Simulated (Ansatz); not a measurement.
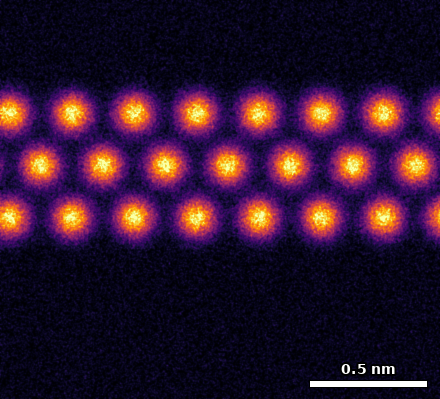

Cross-section of a (110) slab of Ta (Im-3m), seen along a direction in its plane, the normal pointing up. Simulated incoherent Z contrast: every atom adds Z^1.7 spread by a probe of 1.20 Å full width; channelling and multiple scattering are left out. The display is stretched by a gamma of 0.8; percentages refer to the linear signal. Shot noise was added. Structure used: coordinates from a relaxation in a fixed cell under constraints with Ansatz, DFT PBE, scalar-relativistic, plane waves, PAW.

How many atomic planes does the slab have, and what do they hold from top to bottom?

3 planes (atoms within 0.35 Å in height count as one plane):

| plane | content | depth below the top plane (Å) |
| --- | --- | --- |
| 1 | Ta | 0.0 |
| 2 | Ta | 2.3 |
| 3 | Ta | 4.5 |

How thick is it, and how does it end on either side?

The outermost planes are 4.5 Å apart. The upper face ends in Ta and the lower in Ta, so the sequence of planes is the same from both sides.
